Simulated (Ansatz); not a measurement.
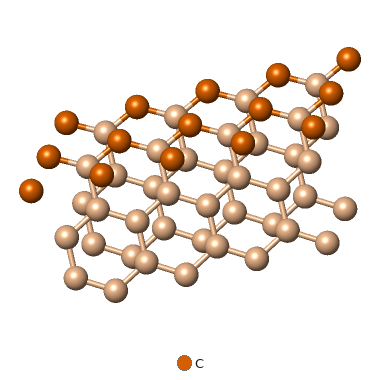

The system is N₂ on a C(111) slab cut from the Fmmm phase, its upper half relaxed before the scan (12 atoms of substrate and one adsorbate in a 2 × 1 cell); the picture shows it without the atoms that are moved over the map. N2 is moved over the surface cell at a fixed height above a rigid substrate; the origin of the map has the adsorbate above C11; the height is held at 3.10 Å. Places are given modulo a cell vector. The map is drawn in real space over the plane of the surface. Grid: 4 × 4 points. Places are given in fractions of the 1 × 1 surface cell. Energies are in meV, from the lowest grid point. At a fixed height the lowest place need not be the adsorption site. Method: DFT PBE+D3(BJ), scalar-relativistic, plane waves, PAW in Ansatz. Settings: cutoff 420 eV, k-mesh 6×8×1, gaussian smearing 0.05 eV, no spin polarisation.

Range: position of N13 along the first surface vector from 0.00 to 0.75; position of N13 along the second surface vector from 0.00 to 0.75.

> Predict the map.

The lowest grid point is at the trough between two rows of top atoms, (2/4, 2/4) of the cell vectors. The highest grid point, the top site over a surface C atom, (0/4, 0/4) of the cell vectors, lies 28.9 meV above the lowest.

```
second ↓, first →   0/4   1/4  2/4   3/4
              3/4  12.8   9.1  2.0   5.6
              2/4   5.2   1.8  0.0   3.4
              1/4  19.5   8.5  3.6  14.4
              0/4  28.9  16.6  4.5  16.5
```

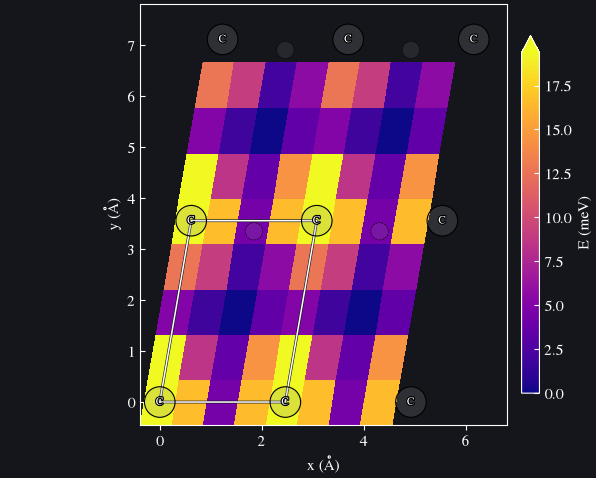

Drawn: one coloured cell a grid point, labelled circles for the atoms of the top layer and small ones for the second layer, the outline of one cell of the 2 × 2 shown, one colour for all values above the top of the scale.

Each point was launched as `ansatz run input.yaml --threads 1 --pin off --max-ram 3072MiB --backend cpu --events-out ev --progress --plain --runs-dir out`. Time for the 16 points that were run: 8.5 min on 1 thread of Intel(R) Xeon(R) 6975P-C (Granite Rapids) (shared host).

PAW datasets: the set soft_1.
